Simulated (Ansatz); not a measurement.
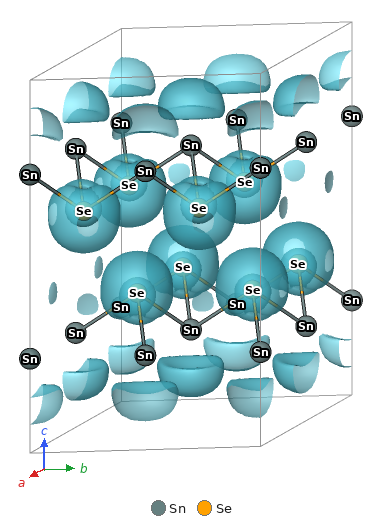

Figure. SnSe (slab). Isosurface of the electron localisation function at 0.7 (cyan), seen slightly off an axis. Only the valence region is drawn (cores and ρ < 0.01 e/Å³ removed). Sticks mark near contacts.

Computed with Ansatz, DFT PBEsol, scalar-relativistic, plane waves, PAW.

Core electrons are frozen (PAW), and the valence fields are smoothed inside the atomic spheres.

The calculation's input:

```
crystal:
  lattice:
    - [3.8193055657, 0.0, 0.0]
    - [-1.9096527828, 3.3076156447, 0.0]
    - [0.0, 0.0, 21.1458278254]
  atoms:
    - { symbol: Sn, position: [0.0, 0.0, 0.3546798953] }
    - { symbol: Se, position: [0.3333333333, 0.6666666667, 0.4296663622] }
    - { symbol: Se, position: [0.6666666667, 0.3333333333, 0.5703336378] }
    - { symbol: Sn, position: [0.0, 0.0, 0.6453201047] }
basis:
  ecutwfc: 420
kpoints:
  mp_grid: { grid: [9, 9, 1] }
hamiltonian:
  xc: pbesol
scf:
  occupations: { method: gaussian, width: 0.05 }
output:
  forces: true
  eigenvalues: true
  write_density: true
  write_potential: true
  elf: true
  volumetric_format: npy
relax:
  adjacent_minimum: "off"
  f_tol: 0.02
  max_steps: 60
efield:
  axis: 3
  dipole_correction: true
  ramp_width: 0.04
```

Run with:

```sh
ansatz run input.yaml --threads 1 --pin off --max-ram 3072MiB --backend cpu --events-out ev --progress --plain --runs-dir out
```

The fields are those of the relaxed geometry.

### What do the ELF domains correspond to?

At this value the surface marks out two lobes on Sn, pointing away from the bonds (lone pairs) and two regions wrapped around Se (the valence shell of each), counted in one cell of 4 atoms. Counts are for one cell; the picture repeats the cell along the surface. Profiles from the grid: Sn–Se (2.71 Å): the ELF is about 0.55 at the midpoint.

### Does the calculation give a band gap?

It is gapped, with a Kohn–Sham gap of 1.6 eV on the k-point mesh (the band edges may lie off the mesh, which would make the gap smaller).
